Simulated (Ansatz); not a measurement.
## Al: single-point calculation

The run: single-point calculation of Al (P1, 4 atoms in the cell). Method and program: DFT r2SCAN, scalar-relativistic, plane waves, PAW, no spin polarisation (Ansatz 0.2.0).

The structure derives from a Materials Project entry. It belongs to a series of runs on one base structure; here: all atoms moved at random, sigma 0.15 A a component. Figures and captions count atoms from 1; the log counts them from 0 in places.

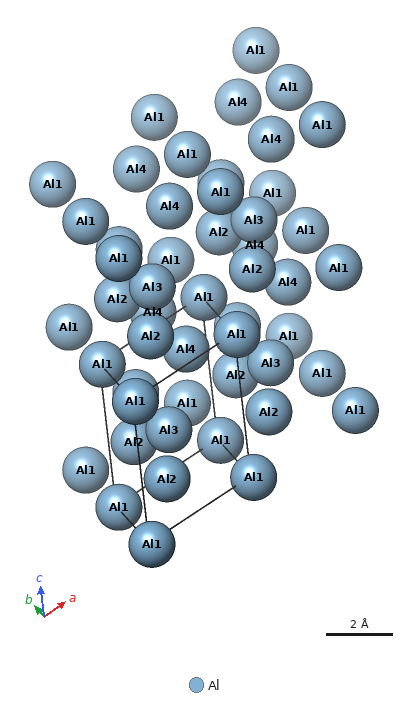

Figure 1. The structure as given in the input (spheres-only view of the cell of the calculation, set on other vectors, repeated 2 × 2 × 2, seen slightly off an axis; atoms are numbered from 1 in the order of the input).

## Summary

```csv
quantity,value
outcome,converged
space group (tolerance 0.01 Å),P1 (1)
electrons treated,12
free energy,−2160.3198 eV
Fermi energy,8.045 eV
gap on the k-point mesh,none (metallic)
pressure,7.52 GPa
largest force (length of the vector),2.424 eV/Å
hardware,"1 thread of Oxide Virtual Turin-like (Zen 5), 32 GiB of memory available, shared host"
wall time,75 s
peak memory,0.97 GiB
```

## Input
```yaml
crystal:
  lattice:
    - [0.0, -3.1887371512, 3.1887371512]
    - [3.1887371512, -3.1887371512, 0.0]
    - [3.1887371512, 0.0, 3.1887371512]
  atoms:
    - { symbol: Al, position: [-0.0133649384, 0.0067641886, -0.0155307418] }
    - { symbol: Al, position: [0.1944078162, 0.2548639412, 0.2657537494] }
    - { symbol: Al, position: [0.5365424949, 0.5739898901, 0.4468042183] }
    - { symbol: Al, position: [0.7824146273, 0.6643819801, 0.802972774] }
basis:
  ecutwfc: 500
kpoints:
  mp_grid: { grid: [10, 10, 10] }
hamiltonian:
  xc: r2scan
scf:
  occupations: { method: gaussian, width: 0.15 }
output:
  forces: true
  stress: true
  eigenvalues: true
  write_density: true
  write_potential: true
  elf: true
  volumetric_format: npy
```

Launched with:
```bash
ansatz run input.yaml --threads 1 --pin off --max-ram 2560MiB --backend cpu --events-out ev --progress --plain --runs-dir out
```

## The program's output
```
Engine: ansatz 0.2.0, x86_64-unknown-linux-gnu
Pseudopotentials: kind: paw
Pseudopotential: Al, paw, valence charge 3, recommended cutoff 500 eV (meta_gga), Al.paw.azcp
Functional definition: r2SCAN
  parameter k0 = 0.174
  parameter k1 = 0.065
  parameter a1 = 4.9479
  exchange = r2scan_x(k0 = k0, k1 = k1, a1 = a1)
  correlation = r2scan_c
Crystal: 4 atoms, lattice volume = 64.846 Å³
Basis set: ecut = 500 eV, 1639 PW (Γ), exchange–correlation on 144×144×144 points (64 copies of the dense FFT grid, shifted against one another)
Bands: 10, of which v1, the nominal top of the filled ones, is band 6 counted from 1 (5 counted from 0)
Symmetry: 1 space group operations
Space group: P1 (ITA 1), of the structure as read, at distance tolerance 4.0e-5 Å
k-points: 504 of 1000 (time reversal used)
Non-local potential: Al, projectors of the file, l = 0: 2, l = 1: 2, l = 2: 1
PAW form: soft (Blöchl's): semilocal exchange-correlation on the pseudo side does not see the compensation charge
PAW frozen core: Al, regenerated for the run's functional (the file was generated under x = pbe(κ = 0.804, μ = 0.2195149727645171), c = pbe(β = 0.06672455060314922))
PAW one-centre angular grid: Al, 302 points (default); XC on 160 Gauss nodes
Initial density: superposition of atomic densities (neutral atoms: chi_scale 0, normalization atom), corrected by the library's trained network
Initial wavefunctions: pseudopotential atomic-orbital guess
Functional: x = r2scan, c = r2scan; τ floored in thin density (d = 2e-4 eV/Å³)
SCF iter   1: F=—  HF=-2160.294257 eV  |F-HF|=—  |Δ(HF+E_count)|=         —  Δρ=3.85e-3  dr2=1.17e-2  dr2_τ=2.22e-2  ethr=1.77e-3  ⟨swp⟩=5.8  Hψ=38592  notcnv=0
preconditioner: auto → Kerker (q_TF=auto, 2.060 Å⁻¹)  [metal: Δε(μ)=0.007 eV  Ē_g=7.362 eV  σ=0.150 eV  W_gap=0.03  n_scr=14 (ndim 8)  ℏωp=16.0 eV  f_vac=0.000  D(μ)=1.70/eV (n_scr^D=14)]
SCF iter   2: F=—  HF=-2160.321542 eV  |F-HF|=—  |Δ(HF+E_count)|=   2.73e-2  Δρ=3.28e-3  dr2=8.32e-3  dr2_τ=2.27e-5  ethr=9.75e-5  ⟨swp⟩=2.0  Hψ=12121  notcnv=0
SCF iter   3: F=—  HF=-2160.319689 eV  |F-HF|=—  |Δ(HF+E_count)|=   1.85e-3  Δρ=4.24e-4  dr2=1.02e-4  dr2_τ=6.96e-6  ethr=6.93e-5  ⟨swp⟩=1.0  Hψ=5029  notcnv=0
SCF iter   4: F=—  HF=-2160.319809 eV  |F-HF|=—  |Δ(HF+E_count)|=   1.20e-4  Δρ=2.63e-4  dr2=5.25e-5  dr2_τ=7.97e-7  ethr=8.51e-7  ⟨swp⟩=2.5  Hψ=7912  notcnv=0
SCF iter   5: F=—  HF=-2160.319820 eV  |F-HF|=—  |Δ(HF+E_count)|=   1.12e-5  Δρ=8.64e-5  dr2=5.05e-6  dr2_τ=1.20e-8  ethr=4.38e-7  ⟨swp⟩=2.3  Hψ=7992  notcnv=0
SCF iter   6: F=—  HF=-2160.319821 eV  |F-HF|=—  |Δ(HF+E_count)|=   1.25e-6  Δρ=1.88e-5  dr2=2.54e-7  dr2_τ=7.66e-10  ethr=4.21e-8  ⟨swp⟩=2.6  Hψ=7891  notcnv=0
SCF iter   7: F=-2160.319822 eV  HF=-2160.319822 eV  |F-HF|=3.96e-9  |Δ(HF+E_count)|=   2.55e-7  Δρ=2.06e-6  dr2=3.02e-9  dr2_τ=7.92e-12  ethr=8.33e-10  ⟨swp⟩=9.2  Hψ=39284  notcnv=0
SCF 1 converged in 7 iterations: F = -2160.319822 eV  dr2 = 3.02e-9
  greatest PAW one-centre occupation: 0.466 electrons in one spin orbital (limit 2), on the Al atom at site 2 (counted from 0), in its partial waves of l = 0
```

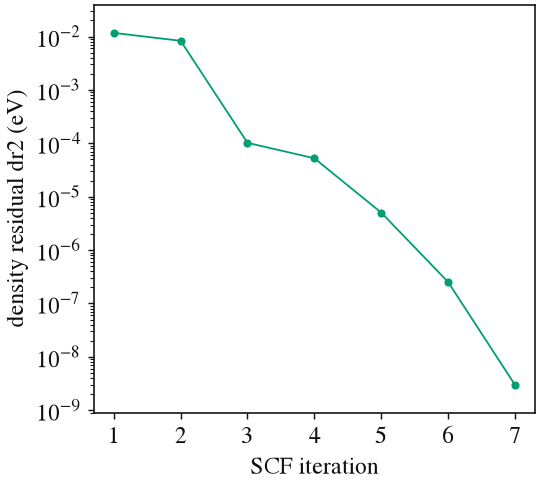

Figure 2. Convergence of the self-consistent field: density residual dr2 against the SCF iteration. The residual falls at every step.

```
SCF converged after 7 iterations
Free energy (F): -2160.319822 eV
Harris-Foulkes:  -2160.319822 eV  (|F-HF|=3.96e-9)
Internal energy: -2160.300519 eV  (E = F + TS)
E sigma→0 (E₀):  -2160.310170 eV
Entropy (-TS):   -0.019302 eV (-4.826 meV/atom)
Fermi energy:    8.045463 eV
--- Per-component energies (eV) ---
  E_band       = 39.464029
  E_kinetic    = 95.143940
  E_local      = 34.130056  (includes V_loc(G=0)·N_el)
  E_nonlocal   = 40.487313
  E_hartree    = 2.424061
  E_xc         = -147.785282
  E_vxc        = -125.935200  (∫ρ·V_xc dr)
  E_paw        = -1893.077994  (= ΣΔE_a)
  E_vpaw       = -14.263249  (= ΣTr[D̂ρ^β])
  E_aug_tail   = -0.000003  (compensation charges beyond the density's cutoff)
  E_vtau       = 5.053005  (kinetic-family band-sum trace: ∫τ·v_τ [+ j·A + Jᵃ·Aᵃ] dr)
  E_ewald      = -291.382178
  E_core_change = -0.240432  (= ΣΔE_core)
  E_smearing   = -0.019302  (= −TS)
  E_closure    = -0.000000  (closes the sum)
  Σ components = -2160.319822   (vs F -2160.319822, Δ=0.00e0)
--- Forces (eV/Å), atoms counted from 1 ---
  atom   1  Al    -0.61720964     0.94897490     0.99941361
  atom   2  Al    -0.52556640    -1.37632304     0.38877563
  atom   3  Al     1.22555906     2.08676288     0.13919366
  atom   4  Al    -0.08278042    -1.65942029    -1.52737832
  max |Σ_I F_I| component: 5.56e-6 eV/Å
--- Stress (GPa, compression-positive) ---
       10.319893      -0.830253      -1.460542
       -0.830253       4.058450       2.981481
       -1.460542       2.981481       8.175455
  P = ⅓ Tr σ = 7.5179 GPa (75.179 kbar)
--- Band table (eV; the first three rows and the last of 504) ---
  k-point 0: bands = ["-3.9411", "5.8698", "5.9886", "6.5770", "6.9764", "7.5362", "7.7335", "8.8523", "8.9557", "10.2228"]
  k-point 1: bands = ["-3.8266", "4.7910", "5.8020", "6.2612", "7.3007", "7.6458", "7.9241", "9.1952", "9.4005", "9.8651"]
  k-point 2: bands = ["-3.4842", "3.1480", "5.4797", "5.8519", "7.1346", "7.9199", "8.2287", "8.6365", "9.1516", "9.6850"]
  k-point 503: bands = ["-1.3985", "-0.7791", "5.1750", "5.8420", "6.0803", "6.9204", "7.0358", "7.6189", "12.9780", "13.1843"]
```

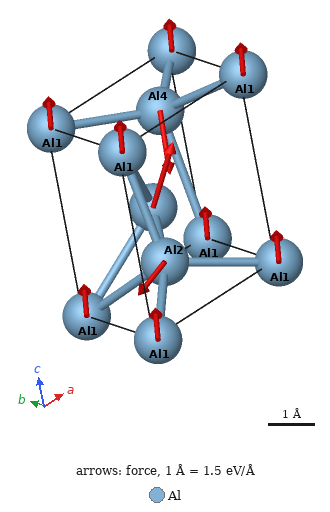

Figure 3. Forces on the atoms as red arrows (ball-and-stick view of the cell of the calculation, set on other vectors, seen slightly off an axis; atoms are numbered from 1 in the order of the input). The largest act on Al3 (2.42 eV/Å); Al4 (2.26 eV/Å); Al2 (1.52 eV/Å); Al1 (1.51 eV/Å). The geometry is not a stationary point of this energy.

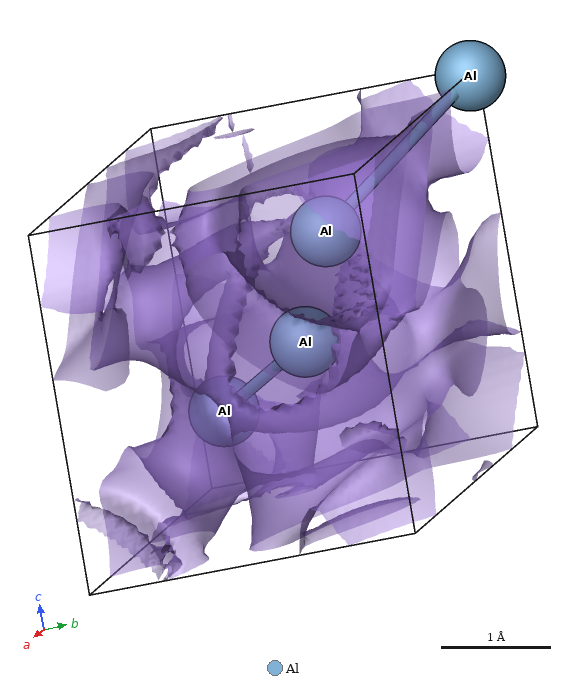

Figure 4. Isosurface of the ELF at 0.55 (purple), seen slightly off an axis. Only the valence region is drawn (cores and ρ < 0.01 e/Å³ removed). Sticks mark near contacts. The outline is the cell set on symmetry axes. Profiles from the grid: Al–Al (2.42 Å): the ELF peaks at about 0.75 between the atoms (a covalent bond). Core electrons are frozen (PAW), so the fields are smoothed inside the atomic spheres.

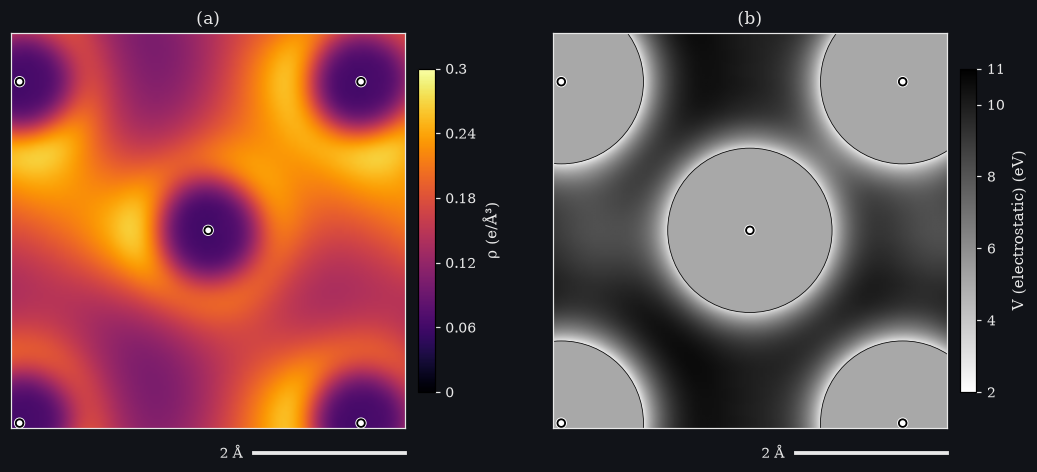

Figure 5. (a) valence pseudo-density; (b) electrostatic potential (local pseudopotential plus Hartree) felt by an electron on the (110) plane of the conventional cell. Circles mark the nuclei in the plane (Al). Grey discs, where drawn, cover atomic cores. Atoms in the plane: Al. Away from the nuclei the density in this plane falls to 0.1 e/Å³ at its lowest. Outside the cores the potential energy rises away from the atoms and is highest about 1.9 Å from the nearest atoms; outside the discs it spans about 8 eV, and its zero is arbitrary.
